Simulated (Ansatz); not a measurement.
A series of calculations on Ti

Part 1: Relaxation

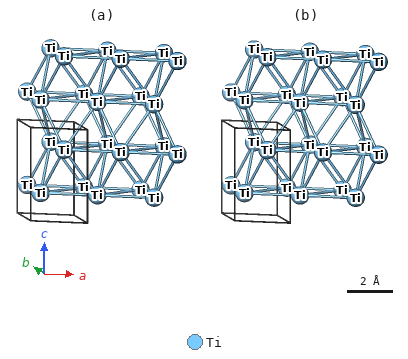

The structure of crystalline Ti (set up in P6_3/mmc) before (left) and after (right) a relaxation, at one scale.

A ball-and-stick model of the cell of the calculation, repeated 3 × 2 × 2 with one cell outlined, seen slightly off an axis.

Case: relaxed at 60 GPa.

All numbers below come from DFT PBE, scalar-relativistic, plane waves, PAW in Ansatz.

Input file:
```yaml
crystal:
  lattice:
    - [2.6789480923, 0.0, 0.0]
    - [-1.3394740461, 2.3200371034, 0.0]
    - [0.0, 0.0, 4.2634477507]
  atoms:
    - { symbol: Ti, position: [0.3333333333, 0.6666666667, 0.25] }
    - { symbol: Ti, position: [0.6666666667, 0.3333333333, 0.75] }
basis:
  ecutwfc: 420
kpoints:
  mp_grid: { grid: [18, 18, 10] }
hamiltonian:
  xc: pbe
scf:
  occupations: { method: gaussian, width: 0.1 }
output:
  forces: true
  stress: true
  eigenvalues: true
relax:
  adjacent_minimum: "off"
  f_tol: 0.008
  max_steps: 50
  cell: { stress_tol: 0.08, p_target: 60.0 }
```

Run as
```bash
ansatz run input.yaml --threads 1 --pin off --max-ram 2560MiB --backend cpu --events-out ev --progress --plain --runs-dir out
```

> Describe what moved and what it gained.

No atom moves by more than 0.005 Å relative to the cell. The drawn cell changes as follows: a = b 2.679 → 2.627 Å (−1.9 %), c 4.263 → 4.239 Å (−0.6 %); the volume changes by −4.4 %. Among the contacts that change: Ti1–Ti1 2.679 → 2.627 Å, Ti1–Ti2 2.634 → 2.607 Å. The space group stays P6_3/mmc (No. 194). The energy rises by 194 meV per atom in 4 accepted moves (5 points after the start). With the target pressure of 60 GPa, the enthalpy E + pV changes by −21.6 meV per atom. All forces vanish by symmetry, so only the cell relaxes. Pressure: 48.35 GPa at the start and 60.06 GPa at the end. At 1 point the geometry stayed and the basis and grid were re-selected for the new cell (energy shift of 0.2 meV per atom at most each time).

Part 2: Relaxation

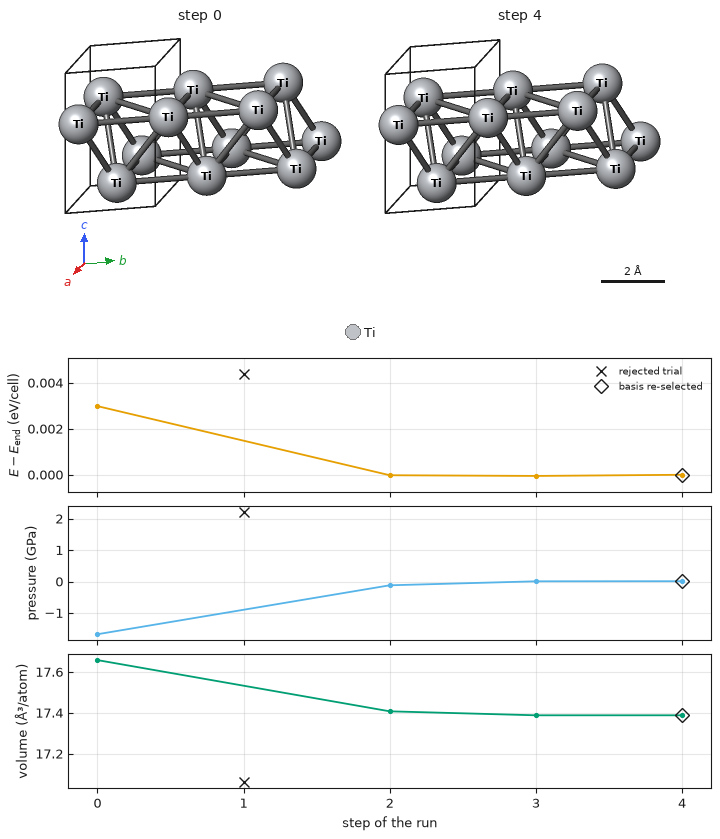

First and last geometry of a relaxation of a crystal of Ti (set up in P6_3/mmc), with the history of the run. A ball-and-stick model of the cell of the calculation, repeated 2 × 3 × 1 with one cell outlined, seen slightly off an axis.

Computed with DFT PBE, scalar-relativistic, plane waves, PAW in Ansatz.

Input file:
```yaml
crystal:
  lattice:
    - [2.9499978604, 0.0, 0.0]
    - [-1.4749989302, 2.5547730882, 0.0]
    - [0.0, 0.0, 4.686]
  atoms:
    - { symbol: Ti, position: [0.3333333333, 0.6666666667, 0.25] }
    - { symbol: Ti, position: [0.6666666667, 0.3333333333, 0.75] }
basis:
  ecutwfc: 420
kpoints:
  mp_grid: { grid: [18, 18, 10] }
hamiltonian:
  xc: pbe
scf:
  occupations: { method: gaussian, width: 0.1 }
output:
  forces: true
  stress: true
  eigenvalues: true
relax:
  adjacent_minimum: "off"
  f_tol: 0.005
  max_steps: 80
  cell: { stress_tol: 0.05 }
```

Launched with:
```bash
ansatz run input.yaml --threads 1 --pin off --max-ram 2560MiB --backend cpu --events-out ev --progress --plain --runs-dir out
```

Read the history and describe the run.

It converged. The atoms keep their places relative to the cell (all moves are under 0.005 Å). The drawn cell changes as follows: a = b 2.950 → 2.938 Å (−0.4 %), c 4.686 → 4.651 Å (−0.8 %); the volume changes by −1.5 %. Near-neighbour distances that change, for instance: Ti1–Ti2 2.897 → 2.878 Å, Ti1–Ti1 2.950 → 2.938 Å. The space group stays P6_3/mmc (No. 194). The energy falls by 3.0 meV per cell of the calculation in 2 accepted moves (4 points after the start). All forces vanish by symmetry, so only the cell relaxes. The pressure goes from −1.67 to 0.01 GPa. The line search rejected the trial step at point 1 of the run. The SCF was repeated once at an unchanged geometry on a basis and grid sized afresh for the cell, which shifted the energy by 0.1 meV per cell of the calculation at most.

```csv
step,"E − E(0), meV/atom","pressure, GPa","volume, Å³/atom",note
0,0.00,-1.67,17.658,
1,0.70,2.21,17.060,rejected
2,-1.50,-0.12,17.408,
3,-1.52,0.01,17.388,
4,-1.49,0.01,17.388,"same geometry, new basis"
```

Part 3: A change

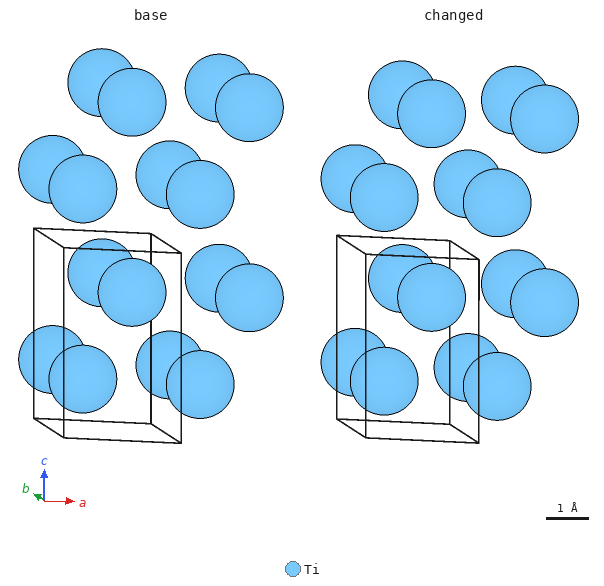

Left: crystalline Ti (set up in P6_3/mmc). Right: the same structure after one change, at the same scale. The picture is a spheres-only view of the cell of the calculation, repeated 2 × 2 × 2 with one cell outlined, seen slightly off an axis.

Level of theory: Ansatz 0.2.0, DFT PBE, scalar-relativistic, plane waves, PAW. Set-up: plane-wave cutoff 420 eV; k-point mesh 18 × 18 × 10; occupations gaussian; smearing width 0.1 eV; no spin polarisation.

The crystal is put under a hydrostatic pressure of 15 GPa. Cell and atoms are relaxed at that pressure.

And its effect?

Answer. The energy rises by 77.9 meV per atom. The pressure goes from 0.0 to 15.0 GPa. The drawn cell changes as follows: a = b 2.938 → 2.830 Å (−3.7 %), c 4.651 → 4.491 Å (−3.4 %); the volume changes by −10.4 %. The atoms keep their places relative to the cell (all moves are under 0.005 Å). Among the bonded contacts that change: Ti–Ti 2.938 → 2.830 Å, Ti–Ti 2.878 → 2.777 Å. The space group stays P6_3/mmc (No. 194).

Part 4: Series

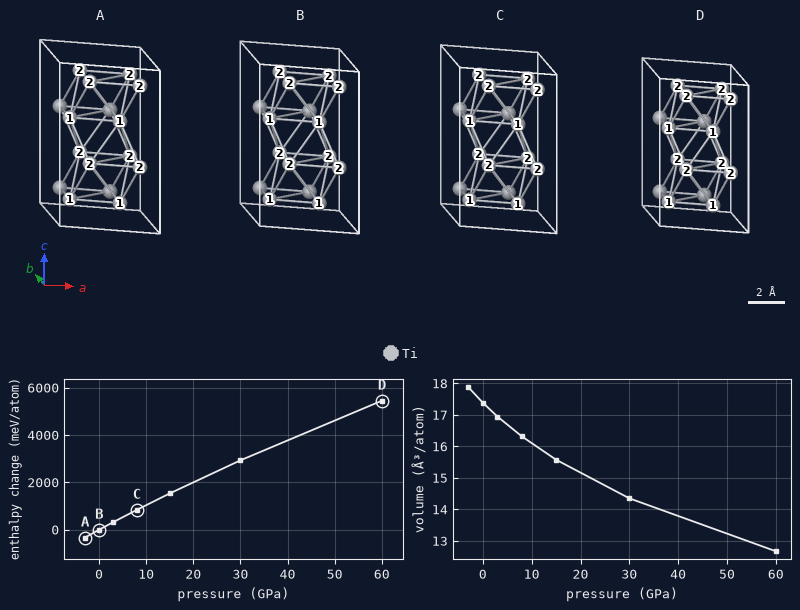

Members of a series of calculations on crystalline Ti (set up in P6_3/mmc), marked on the first curve. A ball-and-stick model of the cell of the calculation, repeated to show the pattern, seen slightly off an axis.

The calculation used Ansatz 0.2.0, DFT PBE, scalar-relativistic, plane waves, PAW. (plane-wave cutoff 420 eV; k-point mesh 18 × 18 × 10; occupations gaussian; smearing width 0.1 eV; no spin polarisation)

Question: How does the crystal respond to pressure?

Answer: The structure is relaxed at several pressures. A (pressure −3.0 GPa): enthalpy change −330 meV/atom, volume 17.89 Å³ per atom. B (pressure 0.0 GPa): enthalpy change 0.0 meV/atom, volume 17.39 Å³ per atom. C (pressure 8.0 GPa): enthalpy change 840 meV/atom, volume 16.32 Å³ per atom. D (pressure 60.0 GPa): enthalpy change 5454 meV/atom, volume 12.67 Å³ per atom. The rest compares A with D. The drawn cell changes as follows: a = b 5.935 → 5.255 Å (−11.5 %), c 9.382 → 8.479 Å (−9.6 %); the volume changes by −29.2 %. Near-neighbour distances before and after: Ti–Ti 2.967 → 2.627 Å, Ti–Ti 2.905 → 2.607 Å.
